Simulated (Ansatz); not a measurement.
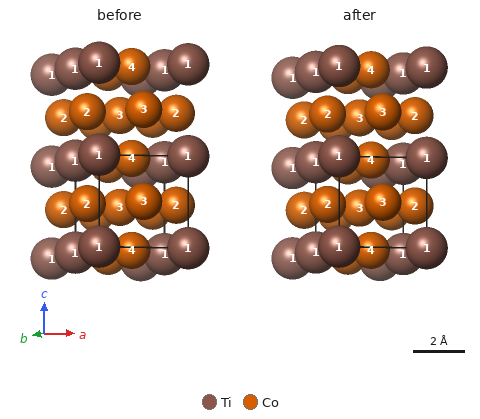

The structure of a crystal of TiCo3 (set up in Pm-3m) (coarse preliminary run) before (left) and after (right) a relaxation, at one scale.

A spheres-only model of the cell of the calculation, repeated 1 × 2 × 2 with one cell outlined, seen from a free direction.

The calculation used Ansatz 0.2.0, DFT PBEsol, scalar-relativistic, plane waves, PAW.

The input:
```yaml
crystal:
  lattice:
    - [3.614, 0.0, 0.0]
    - [0.0, 3.614, 0.0]
    - [0.0, 0.0, 3.614]
  atoms:
    - { symbol: Ti, position: [0.0, 0.0, 0.0], spin: -0.41 }
    - { symbol: Co, position: [0.0, 0.5, 0.5], spin: 1.22 }
    - { symbol: Co, position: [0.5, 0.0, 0.5], spin: 1.22 }
    - { symbol: Co, position: [0.5, 0.5, 0.0], spin: 1.22 }
basis:
  ecutwfc: 420
kpoints:
  mp_grid: { grid: [6, 6, 6] }
hamiltonian:
  xc: pbesol
scf:
  occupations: { method: gaussian, width: 0.1 }
output:
  forces: true
  stress: true
  eigenvalues: true
  populations: true
magnetization:
  spin_polarized: true
relax:
  adjacent_minimum: "off"
  f_tol: 0.05
  max_steps: 80
  cell: { stress_tol: 0.5 }
```

Run as
```bash
ansatz run input.yaml --threads 2 --pin off --max-ram 5120MiB --backend cpu --events-out ev --progress --plain --runs-dir out
```

Summarise the run.

The energy falls by 20.3 meV per atom in 2 accepted moves (3 points after the start). All forces vanish by symmetry, so only the cell relaxes. The pressure goes from −10.20 to 0.21 GPa. At 1 point the geometry stayed and the basis and grid were re-selected for the new cell (energy shift of 0.4 meV per atom at most each time). The atoms keep their places relative to the cell (all moves are under 0.005 Å). The volume changes by −5.3 %, with a = b = c 3.614 → 3.550 Å (−1.8 %). Among the contacts that change: Ti1–Co2 2.555 → 2.510 Å, Co2–Co3 2.555 → 2.510 Å. The space group stays Pm-3m (No. 221). The run took 7.9 s on 2 threads of Intel(R) Xeon(R) 6975P-C (Granite Rapids), with other jobs on the host, peak memory 0.45 GiB.
